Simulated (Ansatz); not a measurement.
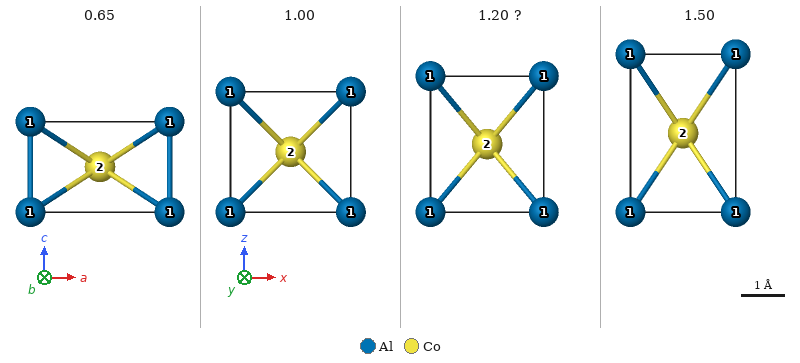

A scan of solid AlCo (Pm-3m): the ratio of the cell's length along z to its lengths across, counted as 1 for the reference, is changed at fixed volume (a tetragonal or Bain path), with the atoms kept at their fractional coordinates. x, y and z are the Cartesian axes of the input. Style: ball-and-stick. Shown: the cell of the calculation, along the b axis.

Theory: DFT PBE, scalar-relativistic, plane waves, PAW (Ansatz 0.2.0). (plane-wave cutoff 420 eV; k-point mesh 24 × 24 × 24; occupations gaussian; smearing width 0.15 eV; no spin polarisation). Energies (free energies at the smearing named) are counted from the relaxed crystal.

```json
{"axial ratio over its reference value": "0.650", "energy change (meV/atom)": "1141"}
{"axial ratio over its reference value": "0.707", "energy change (meV/atom)": "710"}
{"axial ratio over its reference value": "0.780", "energy change (meV/atom)": "349"}
{"axial ratio over its reference value": "0.850", "energy change (meV/atom)": "139"}
{"axial ratio over its reference value": "0.920", "energy change (meV/atom)": "33"}
{"axial ratio over its reference value": "0.960", "energy change (meV/atom)": "7"}
{"axial ratio over its reference value": "1.000", "energy change (meV/atom)": "0"}
{"axial ratio over its reference value": "1.050", "energy change (meV/atom)": "8"}
{"axial ratio over its reference value": "1.100", "energy change (meV/atom)": "26"}
{"axial ratio over its reference value": "1.200", "energy change (meV/atom)": "?"}
{"axial ratio over its reference value": "1.300", "energy change (meV/atom)": "154"}
{"axial ratio over its reference value": "1.414", "energy change (meV/atom)": "251"}
{"axial ratio over its reference value": "1.500", "energy change (meV/atom)": "345"}
```

> One row is withheld. What is its energy?

A straight line between the two neighbours gives 90 meV/atom. A cubic through the four nearest rows (1.050, 1.100, 1.300, 1.414) gives, with Lagrange weights, (−0.4703)(8) + (1.0223)(26) + (0.5632)(154) + (−0.1151)(251) = 81 meV/atom. The calculation gives 84 meV/atom, so the cubic is 3 meV/atom too low and the straight line 6 meV/atom too high, as the curve bends upwards here.

The whole profile:

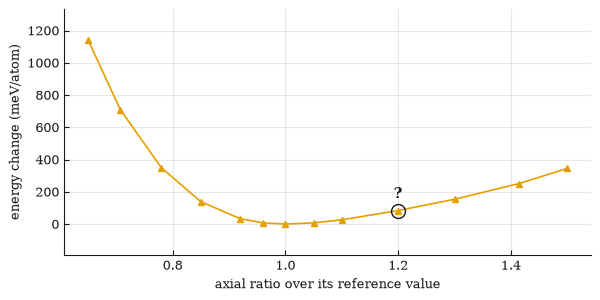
